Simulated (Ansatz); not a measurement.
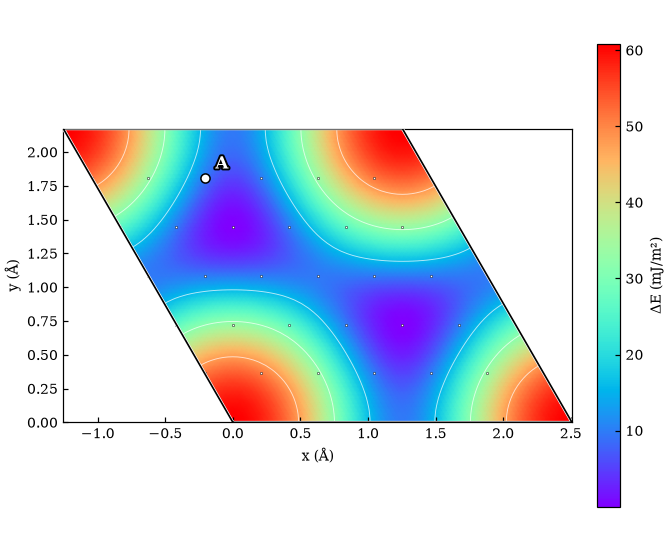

A bilayer of two BN sheets (4 atoms in the cell). 
- The upper layer of a bilayer is slid over the lower one; relaxed at each slide: the heights of all atoms; the origin of the map has B3 above B1.
- Places are given modulo a cell vector. The map is drawn in real space over the plane of the slide.
- The grid has 6 × 6 points; 7 points were computed and 29 follow by symmetry.
- Energies are in mJ/m², from the lowest grid point.
- Level of theory: Ansatz, DFT PBE+D3(BJ), scalar-relativistic, plane waves, PAW. Settings: cutoff 420 eV, k-mesh 12×12×1, gaussian smearing 0.05 eV, no spin polarisation.

The picture shows a smooth colour map with a few white contour lines, dots at the grid points, the outline of one cell of the plane, the point A. Between grid points the surface is interpolated.

> Which way does the force act at A, and how strong is it?

A, at (2/6, 5/6) of the cell vectors, is not a stationary point. The computed force is 0.016 eV/Å in the plane, pointing down and right in the picture (components 0.014 and −0.008 eV/Å, for the cell of 5.45 Å², or 47 mJ/m² for each Å).
